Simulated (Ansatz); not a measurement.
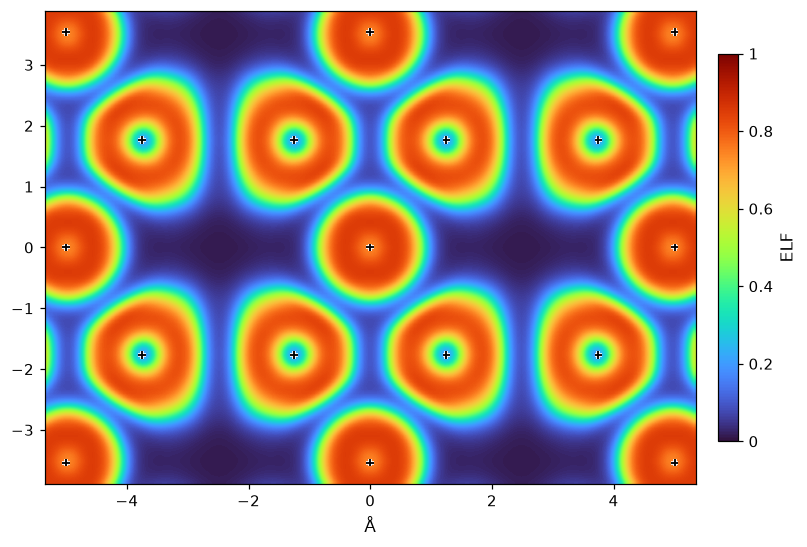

The ELF on a plane through atoms (crosses mark nuclei in the plane).

Level of theory: Ansatz 0.2.0, DFT LDA, scalar-relativistic, plane waves, PAW.

Candidates:
A. HfS$_{2}$, a = 3.56 Å, b = 3.56 Å, c = 5.68 Å, α = 90.00°, β = 90.00°, γ = 120.00°. Space group P-3m1; a structure from a database of computed crystals, not necessarily the ambient phase.
B. HfO$_{2}$, a = 5.00 Å, b = 5.00 Å, c = 5.00 Å, α = 90.00°, β = 90.00°, γ = 90.00°. Space group Fm-3m.

**Which candidate gave the map?**

Candidate B: HfO$_{2}$ on the (101) plane of the conventional cell, which holds Hf and O. Hf–O (2.17 Å): the ELF peaks at about 0.85 in the valence shell of O, 0.6 Å from its nucleus, and drops to about 0.15 between the two atoms (no shared electron pair shows on this line).
